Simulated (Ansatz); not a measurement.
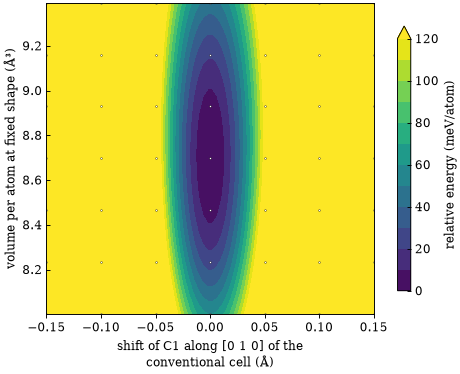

C (Fmmm, No. 69; 2 atoms in the cell). 
- The energy is mapped over a free internal coordinate and the cell.
- First axis: shift of C1 along [0 1 0] of the conventional cell, Cartesian (0 1 0), its symmetry partners moved as symmetry demands (measured in the relaxed cell). Second axis: volume per atom at fixed shape.
- Nothing is relaxed (all other coordinates fixed).
- The scan uses a 7 × 7 grid.
- Points are written as (first, second).
- Energies: meV/atom, counted from the lowest grid point.
- The band gap closes in part of the range.
- Level of theory: DFT PBEsol+D3(BJ), scalar-relativistic, plane waves, PAW (Ansatz 0.2.0). Settings: cutoff 520 eV, k-mesh 16×16×16, gaussian smearing 0.03 eV, no spin polarisation.

Drawn: filled contours, dots at the grid points, one colour for all values above the top of the scale. Between grid points the surface is interpolated.

Q: Estimate the position of the minimum and the force constants in these coordinates.

A: The interpolated minimum is at the first coordinate ≈ 0.000 Å, volume per atom at fixed shape ≈ 8.697 Å³. The curvatures there are about 220 eV/Å² and 0.43 eV/(Å³)², with a cross term of about 0 eV/(Å·Å³) (per cell of 2 atoms). Round the minimum the two coordinates are nearly uncoupled.

PAW datasets: the set soft_1.
